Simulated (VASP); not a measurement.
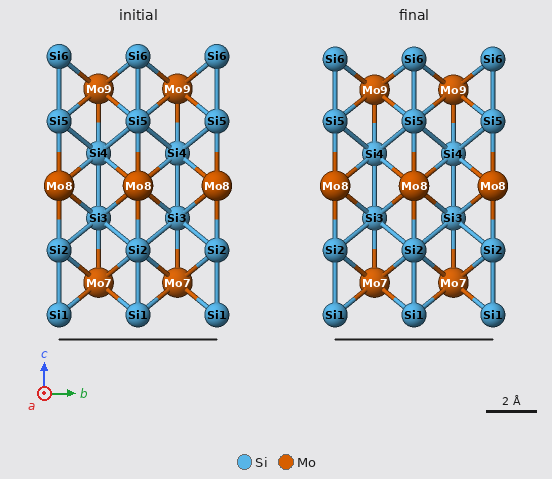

The structure of a slab of composition Si$_{2}$Mo before (left) and after (right) a relaxation, at one scale.

A ball-and-stick model of the 2 × 2 repeat of the cell, outlined in the plane, without the vacuum, seen along the a axis.

The run lets the atoms move in a fixed cell. 4 atoms are held fixed.

These are results of Kohn-Sham DFT of a periodic cell, vdW-DF-cx, VASP PAW PBE potentials, recommended in VASP 6.6.1, not measurements.

Input
```
SYSTEM = Si2Mo
PREC = Accurate
ENCUT = 520
EDIFF = 1E-6
ISMEAR = -1
SIGMA = 0.05
LREAL = .FALSE.
LASPH = .TRUE.
NELM = 60
ALGO = Normal
ISIF = 2
LWAVE = .FALSE.
LCHARG = .FALSE.
LDIPOL = .TRUE.
IDIPOL = 3
DIPOL = 0.5 0.5 0.500
GGA = CX
LUSE_VDW = .TRUE.
AGGAC = 0.0
IBRION = 2
NSW = 40
EDIFFG = -0.01
```

Run as
```bash
cat potpaw_PBE.64/Si/POTCAR potpaw_PBE.64/Mo_sv/POTCAR > POTCAR
mpirun -np 1 vasp_std > vasp.out
```

Describe what moved and what it gained.

Over 10 geometry steps the energy falls by 39.4 meV per cell of the calculation. Largest force component: 0.7 eV/Å at the start, 0.72 eV/Å at the end. The atom that moves furthest is Si6 (0.11 Å along the normal (−c)). Largest moves by element: Si 0.11 Å, Mo 0.04 Å. The lattice vectors keep their values. Some distances before and after: Si5–Si6 2.626 → 2.523 Å, Si6–Mo9 2.616 → 2.583 Å, Si4–Mo9 2.618 → 2.592 Å, Si5–Mo9 2.616 → 2.598 Å. Among the angles between lasting bonds that change: Mo9–Si6–Mo9 119.8° → 122.3°.
